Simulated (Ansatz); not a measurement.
Geometry optimisation.

Program: Ansatz.

```
crystal:
  lattice:
    - [4.0541864013, 0.0, 0.0]
    - [0.0, 4.0541864013, 0.0]
    - [0.0, 0.0, 4.0541864013]
  atoms:
    - { symbol: K, position: [0.5, 0.5, 0.5] }
    - { symbol: Mg, position: [0.0, 0.0, 0.0] }
    - { symbol: F, position: [0.5, 0.0, 0.0] }
    - { symbol: F, position: [0.0, 0.5, 0.0] }
    - { symbol: F, position: [0.0, 0.0, 0.5] }
kpoints:
  mp_grid: { grid: [6, 6, 6] }
hamiltonian:
  xc: r2scan
scf:
  occupations: { method: fermi_dirac, width: 0.02 }
relax:
  f_tol: 0.005
  cell: {}
```

Run as:
```bash
ansatz run input.yaml --threads 2 --pin off --max-ram 29491MiB --backend cpu --events-out ev --progress --plain --runs-dir out
```

Question: How does the optimisation go?

Answer: The optimisation met its thresholds at geometry 4, counting the start as the first. The energy fell by about 9.4 meV/atom from the first step to the last. All forces vanish by symmetry, so only the cell moves. The volume shrinks from 13.33 to 12.61 Å³ per atom (−5.4 %).

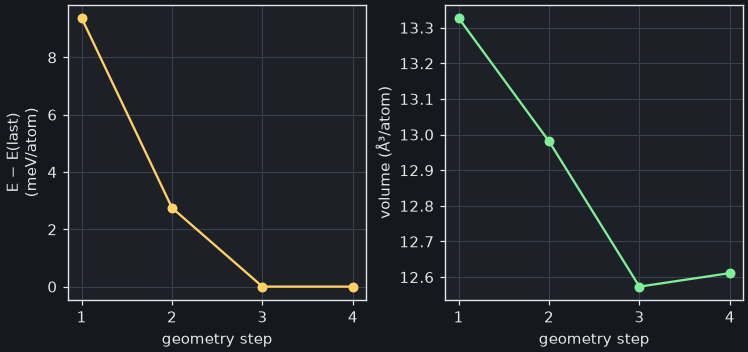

History of the run, step by step. Atoms and cell relax. A closing SCF on a freshly chosen basis isn't drawn.
